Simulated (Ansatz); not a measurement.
## Run report: Ti$_{3}$Al$_{5}$, geometry relaxation (part 2 of 2)

The same run, continued: Ti$_{3}$Al$_{5}$ (Pmmm, 8 atoms in the cell); DFT r2SCAN, scalar-relativistic, plane waves, PAW, no spin polarisation (Ansatz 0.2.0); cutoff 500 eV, 10×10×6 k-mesh, Gaussian smearing of 0.1 eV. The structure derives from a Materials Project entry. It belongs to a series of runs on one base structure; here: volume × 1.06, shape and atoms relaxed.

Geometry of the input (Å; fractional positions):
```
3.9765  0.0000  0.0000
0.0000  4.1046  0.0000
0.0000  0.0000  8.2262
Ti 0.0000  0.5000  0.2651
Ti 0.0000  0.5000  0.7349
Ti 0.5000  0.5000  0.0000
Al 0.0000  0.0000  0.0000
Al 0.0000  0.0000  0.5000
Al 0.5000  0.5000  0.5000
Al 0.5000  0.0000  0.2415
Al 0.5000  0.0000  0.7585
```

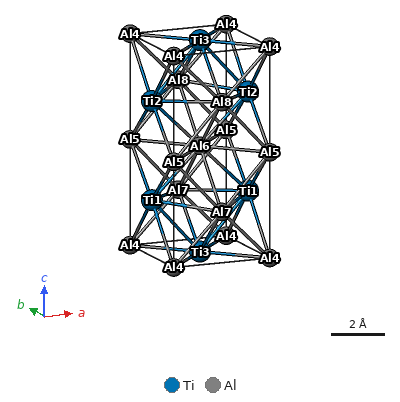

Fig. 1: The geometry at step 2 of the log (ball-and-stick view of the cell of the calculation, seen slightly off an axis; atoms are numbered from 1 in the order of the input).

### The program's output, continued
```
SCF iter   1: F=—  HF=-10218.672399 eV  |F-HF|=—  |Δ(HF+E_count)|=         —  Δρ=1.80e-4  dr2=3.74e-5  dr2_τ=2.78e-4  ethr=7.53e-8  ⟨swp⟩=2.1  Hψ=21274  notcnv=0
preconditioner: auto → Kerker (q_TF=auto, 2.322 Å⁻¹)  [metal: Δε(μ)=0.002 eV  Ē_g=4.791 eV  σ=0.100 eV  W_gap=0.01  n_scr=30 (ndim 8)  ℏωp=16.7 eV  f_vac=0.000  D(μ)=4.46/eV (n_scr^D=38)]
SCF iter   2: F=—  HF=-10218.672565 eV  |F-HF|=—  |Δ(HF+E_count)|=   1.66e-4  Δρ=1.02e-4  dr2=1.69e-5  dr2_τ=5.57e-7  ethr=7.33e-8  ⟨swp⟩=2.0  Hψ=8580  notcnv=0
SCF iter   3: F=—  HF=-10218.672566 eV  |F-HF|=—  |Δ(HF+E_count)|=   1.58e-6  Δρ=8.84e-5  dr2=2.05e-5  dr2_τ=6.78e-7  ethr=3.32e-8  ⟨swp⟩=2.2  Hψ=6155  notcnv=0
SCF iter   4: F=—  HF=-10218.672565 eV  |F-HF|=—  |Δ(HF+E_count)|=   1.76e-6  Δρ=1.82e-5  dr2=8.37e-7  dr2_τ=3.99e-8  ethr=3.32e-8  ⟨swp⟩=2.0  Hψ=5520  notcnv=0
SCF iter   5: F=—  HF=-10218.672564 eV  |F-HF|=—  |Δ(HF+E_count)|=   1.11e-7  Δρ=7.08e-6  dr2=6.10e-8  dr2_τ=4.84e-9  ethr=1.64e-9  ⟨swp⟩=2.0  Hψ=6649  notcnv=0
SCF iter   6: F=-10218.672564 eV  HF=-10218.672564 eV  |F-HF|=3.52e-9  |Δ(HF+E_count)|=   9.67e-9  Δρ=3.43e-6  dr2=1.24e-8  dr2_τ=9.77e-10  ethr=6.68e-11  ⟨swp⟩=7.1  Hψ=23515  notcnv=0
SCF 3 converged in 6 iterations: F = -10218.672564 eV  dr2 = 1.24e-8
relax step   3: F+E_penalty+E_count = -10218.67256442 eV  Δ(F+E_penalty+E_count) = -1.034e-4 eV  max|allowed force component| = 9.398e-4 eV/Å  Δτ_max = 0.0035 Å  P = -6.103 GPa  Ω = 134.269 Å³  energy of the carried Pulay correction = +7.949e-16 eV  fix = [volume]  reactions: volume -6.103 GPa  (6 SCF iters, dr2 threshold 3.41e-8 eV, accepted)
Initial wavefunctions: pseudopotential atomic-orbital guess (no wavefunctions were taken with the density)
iter 1 solved again at ethr=4.79e-7 eV; its pass at ethr=3.10e-3 eV (dr2=2.44e-4 eV) is discarded
SCF iter   1: F=—  HF=-10218.672563 eV  |F-HF|=—  |Δ(HF+E_count)|=         —  Δρ=3.65e-6  dr2=1.19e-8  dr2_τ=3.21e-9  ethr=4.79e-7  ⟨swp⟩=2.9  Hψ=33747  notcnv=0
eigensolver tolerance schedule: the retry pair's looser diagonalisation over-reported the residual by 20589.26 of it (diagonalisation noise at an unbounded share of the residual, at the tolerance the schedule requests for it); recorded, not acted on — ethr = c·dr2/N_el stays at c = 1.0e-1
preconditioner: auto → Kerker (q_TF=auto, 2.322 Å⁻¹)  [metal: Δε(μ)=0.003 eV  Ē_g=4.791 eV  σ=0.100 eV  W_gap=0.02  n_scr=30 (ndim 8)  ℏωp=16.7 eV  f_vac=0.000  D(μ)=4.46/eV (n_scr^D=38)]
SCF iter   2: F=—  HF=-10218.672565 eV  |F-HF|=—  |Δ(HF+E_count)|=   2.05e-6  Δρ=2.03e-6  dr2=3.96e-9  dr2_τ=2.84e-10  ethr=2.32e-11  ⟨swp⟩=3.1  Hψ=8436  notcnv=0
SCF iter   3: F=—  HF=-10218.672565 eV  |F-HF|=—  |Δ(HF+E_count)|=   4.39e-9  Δρ=9.69e-7  dr2=1.45e-9  dr2_τ=4.82e-11  ethr=7.76e-12  ⟨swp⟩=2.0  Hψ=6813  notcnv=0
SCF iter   4: F=—  HF=-10218.672565 eV  |F-HF|=—  |Δ(HF+E_count)|=   2.37e-9  Δρ=8.94e-7  dr2=2.32e-9  dr2_τ=7.03e-11  ethr=2.84e-12  ⟨swp⟩=2.0  Hψ=6954  notcnv=0
SCF iter   5: F=-10218.672565 eV  HF=-10218.672565 eV  |F-HF|=2.55e-11  |Δ(HF+E_count)|=  1.82e-12  Δρ=3.60e-7  dr2=1.99e-10  dr2_τ=1.02e-11  ethr=1.00e-12  ⟨swp⟩=4.9  Hψ=21681  notcnv=0
SCF 4 converged in 5 iterations: F = -10218.672565 eV  dr2 = 1.99e-10
relax step   4: F+E_penalty+E_count = -10218.67256550 eV  Δ(F+E_penalty+E_count) = -1.081e-6 eV  max|allowed force component| = 9.887e-4 eV/Å  Δτ_max = 0.0000 Å  P = -6.103 GPa  Ω = 134.269 Å³  fix = [volume]  reactions: volume -6.103 GPa  stress off target by 2.27e-3 GPa on what of the cell is left free  SCF on the basis re-selected at this cell (its energy is not comparable with the rows above)  (5 SCF iters)
basis re-selected at this cell: Δ(F+E_penalty+E_count) = -1.081e-6 eV, ΔP = +0.000 GPa vs the last step (what re-selecting the basis moved, of the pressure what is left beyond the Pulay correction that the steps carried, after the strain that the cell walked since its last selection, with what the two solves' SCF thresholds leave and, on support functions, any second-order correction that the steps lacked; it is no measure of the basis error at this ecutwfc). This SCF's stress stands 2.27e-3 GPa from its target on what of the cell is left free (relax.cell.stress_tol is 1.00e-1 GPa) and its largest allowed force component is 9.89e-4 eV/Å (relax.f_tol is 1.00e-2 eV/Å): within both
SCF converged after 5 iterations
Free energy (F): -10218.672565 eV
Harris-Foulkes:  -10218.672565 eV  (|F-HF|=2.55e-11)
Internal energy: -10218.650259 eV  (E = F + TS)
E sigma→0 (E₀):  -10218.661412 eV
Entropy (-TS):   -0.022307 eV (-2.788 meV/atom)
Fermi energy:    9.880241 eV
--- Per-component energies (eV) ---
  E_band       = -560.204081
  E_kinetic    = 930.704699
  E_local      = -3587.616156  (includes V_loc(G=0)·N_el)
  E_nonlocal   = 72.266255
  E_hartree    = 1551.651749
  E_xc         = -461.968711
  E_vxc        = -553.148548  (∫ρ·V_xc dr)
  E_paw        = -5537.027713  (= ΣΔE_a)
  E_vpaw       = -558.918059  (= ΣTr[D̂ρ^β])
  E_aug_tail   = 0.000274  (compensation charges beyond the density's cutoff)
  E_vtau       = 33.203595  (kinetic-family band-sum trace: ∫τ·v_τ [+ j·A + Jᵃ·Aᵃ] dr)
  E_ewald      = -3185.599745
  E_core_change = -1.060912  (= ΣΔE_core)
  E_smearing   = -0.022307  (= −TS)
  E_closure    = -0.000000  (closes the sum)
  Σ components = -10218.672565   (vs F -10218.672565, Δ=0.00e0)
--- Forces (eV/Å), atoms counted from 1 ---
  atom   1  Ti    -0.00000000    -0.00000000     0.00098871
  atom   2  Ti     0.00000000     0.00000000    -0.00098871
  atom   3  Ti     0.00000000     0.00000000     0.00000000
  atom   4  Al     0.00000000     0.00000000     0.00000000
  atom   5  Al    -0.00000000     0.00000000     0.00000000
  atom   6  Al     0.00000000    -0.00000000     0.00000000
  atom   7  Al    -0.00000000     0.00000000     0.00004794
  atom   8  Al     0.00000000     0.00000000    -0.00004794
  max |Σ_I F_I| component: 6.78e-21 eV/Å
--- Stress (GPa, compression-positive) ---
       -6.100811      -0.000000      -0.000000
       -0.000000      -6.104797       0.000000
       -0.000000       0.000000      -6.103631
  P = ⅓ Tr σ = -6.1031 GPa (-61.031 kbar)
--- Band table (eV; the first three rows and the last of 144) ---
  k-point 0: bands = ["-49.3263", "-49.3224", "-49.1313", "-24.6350", "-24.6292", "-24.5346", "-24.5269", "-24.5049", "-24.4920", "-24.4785", "-24.2581", "-24.2103", "-0.3351", "2.0684", "2.3822", "6.9871", "7.5845", "7.7681", "8.0718", "8.1763", "8.7718", "8.8853", "9.1299", "9.1757", "9.2729", "9.4570", "10.0660", "10.6174", "10.7010", "10.8252", "11.0616", "11.3873", "11.4040", "12.4205"]
  k-point 1: bands = ["-49.3262", "-49.3225", "-49.1313", "-24.6348", "-24.6294", "-24.5383", "-24.5267", "-24.5007", "-24.4922", "-24.4785", "-24.2581", "-24.2108", "-0.2847", "1.5501", "3.0168", "6.5971", "7.5787", "7.7651", "8.1479", "8.1712", "8.5715", "9.1275", "9.1839", "9.1848", "9.2900", "9.4644", "10.0819", "10.6451", "10.6616", "10.6636", "10.9969", "11.4271", "11.6755", "12.5065"]
  k-point 2: bands = ["-49.3259", "-49.3228", "-49.1313", "-24.6343", "-24.6299", "-24.5439", "-24.5262", "-24.4941", "-24.4927", "-24.4785", "-24.2580", "-24.2118", "-0.1566", "1.0594", "3.8738", "5.7539", "7.6843", "7.7590", "8.1611", "8.2498", "8.3472", "9.1346", "9.1870", "9.3256", "9.3266", "9.4792", "10.1191", "10.5880", "10.6707", "10.7098", "10.8768", "11.4686", "12.1000", "12.6068"]
  k-point 143: bands = ["-49.3218", "-49.3213", "-49.1335", "-24.6410", "-24.6398", "-24.5612", "-24.5523", "-24.5077", "-24.4993", "-24.4943", "-24.2427", "-24.2018", "3.5218", "4.1834", "4.1910", "4.3438", "4.4437", "5.5441", "6.6651", "7.3864", "7.3922", "7.7332", "7.9285", "8.1891", "8.7889", "9.0458", "9.5585", "11.2186", "11.2329", "11.3168", "11.6457", "11.6625", "11.7107", "11.7182"]
--- Relaxed structure (3 steps of the walk, 3 accepted, 1 SCFs on fresh bases) ---
  F+E_penalty+E_count = -10218.67256550 eV   max|allowed force component| = 9.887e-4 eV/Å   (the final SCF, on the basis selected at the relaxed cell)
  cell:  # Å, volume = 134.2691 Å³
    - [3.9749457141702598, 1.2151844724701129e-33, 1.541534942284504e-19]
    - [1.2543361499498151e-33, 4.107510808278, -1.4087159837897922e-33]
    - [3.1889416843107935e-19, -2.8232212810218192e-33, 8.22368135700202]
  atoms:
    - { symbol: Ti, position: [-2.576509172828687e-20, 0.49999999999999994, 0.26530786302479914] }
    - { symbol: Ti, position: [2.576509172828701e-20, 0.49999999999999994, 0.7346921369752009] }
    - { symbol: Ti, position: [0.49999999999999994, 0.49999999999999994, -3.009265538105056e-36] }
    - { symbol: Al, position: [-2.9173003275310734e-34, -3.738997778997875e-35, 0.0] }
    - { symbol: Al, position: [2.587968362770348e-34, -4.032252506762406e-35, 0.49999999999999994] }
    - { symbol: Al, position: [0.49999999999999994, 0.49999999999999994, 0.49999999999999994] }
    - { symbol: Al, position: [0.49999999999999994, 5.64515350946738e-35, 0.2407159047250389] }
    - { symbol: Al, position: [0.49999999999999994, -7.844563967701408e-35, 0.7592840952749611] }
```

### Trajectory as extended XYZ (Å, eV, eV/Å), 4 frames, from step=1 to step=4
```
8
Lattice="3.9765 0.0000 0.0000 0.0000 4.1046 0.0000 0.0000 0.0000 8.2262" Properties=species:S:1:pos:R:3:forces:R:3 step=1 energy=-10218.67220 pressure_GPa=-6.13
Ti    0.0000    2.0523    2.1806    0.0000   0.0000   0.0193
Ti    0.0000    2.0523    6.0455    0.0000   0.0000  -0.0193
Ti    1.9883    2.0523    0.0000    0.0000   0.0000   0.0000
Al    0.0000    0.0000    0.0000    0.0000   0.0000   0.0000
Al    0.0000    0.0000    4.1131    0.0000   0.0000   0.0000
Al    1.9883    2.0523    4.1131    0.0000   0.0000   0.0000
Al    1.9883    0.0000    1.9869    0.0000   0.0000  -0.0440
Al    1.9883    0.0000    6.2392    0.0000   0.0000   0.0440
8
Lattice="3.9749 0.0000 0.0000 0.0000 4.1079 0.0000 0.0000 0.0000 8.2230" Properties=species:S:1:pos:R:3:forces:R:3 step=2 energy=-10218.67246 pressure_GPa=-6.09
Ti    0.0000    2.0539    2.1832    0.0000   0.0000  -0.0137
Ti    0.0000    2.0539    6.0398    0.0000   0.0000   0.0137
Ti    1.9875    2.0539    0.0000    0.0000   0.0000   0.0000
Al    0.0000    0.0000    0.0000    0.0000   0.0000   0.0000
Al    0.0000    0.0000    4.1115    0.0000   0.0000   0.0000
Al    1.9875    2.0539    4.1115    0.0000   0.0000   0.0000
Al    1.9875    0.0000    1.9759    0.0000   0.0000   0.0234
Al    1.9875    0.0000    6.2471    0.0000   0.0000  -0.0234
8
Lattice="3.9749 0.0000 0.0000 0.0000 4.1075 0.0000 0.0000 0.0000 8.2237" Properties=species:S:1:pos:R:3:forces:R:3 step=3 energy=-10218.67256 pressure_GPa=-6.10
Ti    0.0000    2.0538    2.1818    0.0000   0.0000   0.0009
Ti    0.0000    2.0538    6.0419    0.0000   0.0000  -0.0009
Ti    1.9875    2.0538    0.0000    0.0000   0.0000   0.0000
Al    0.0000    0.0000    0.0000    0.0000   0.0000   0.0000
Al    0.0000    0.0000    4.1118    0.0000   0.0000   0.0000
Al    1.9875    2.0538    4.1118    0.0000   0.0000   0.0000
Al    1.9875    0.0000    1.9796    0.0000   0.0000   0.0000
Al    1.9875    0.0000    6.2441    0.0000   0.0000   0.0000
8
Lattice="3.9749 0.0000 0.0000 0.0000 4.1075 0.0000 0.0000 0.0000 8.2237" Properties=species:S:1:pos:R:3:forces:R:3 step=4 energy=-10218.67257 pressure_GPa=-6.10
Ti    0.0000    2.0538    2.1818    0.0000   0.0000   0.0010
Ti    0.0000    2.0538    6.0419    0.0000   0.0000  -0.0010
Ti    1.9875    2.0538    0.0000    0.0000   0.0000   0.0000
Al    0.0000    0.0000    0.0000    0.0000   0.0000   0.0000
Al    0.0000    0.0000    4.1118    0.0000   0.0000   0.0000
Al    1.9875    2.0538    4.1118    0.0000   0.0000   0.0000
Al    1.9875    0.0000    1.9796    0.0000   0.0000   0.0000
Al    1.9875    0.0000    6.2441    0.0000   0.0000   0.0000
```

### Results in brief

| quantity | value |
| --- | --- |
| outcome | converged |
| space group (tolerance 0.01 Å) | Pmmm (47) |
| electrons treated | 51 |
| free energy | −10218.6726 eV |
| Fermi energy | 9.880 eV |
| gap on the k-point mesh | none (metallic) |
| pressure | −6.10 GPa |
| final volume | 134.27 Å³ |
| largest force (length of the vector) at the end | 0.001 eV/Å |
| final cell | a = 3.975 Å, b = 4.108 Å, c = 8.224 Å, α = 90.00°, β = 90.00°, γ = 90.00° |
| hardware | 2 threads of Intel Xeon @ 2.50GHz (Skylake/Cascade Lake), 192 GiB of memory available, shared host |
| wall time | 3.7 min (CPU time 7.2 min) |
| peak memory | 1.1 GiB |

The cell is under a tension of 6.1 GPa at this level, so it is not at its equilibrium volume.
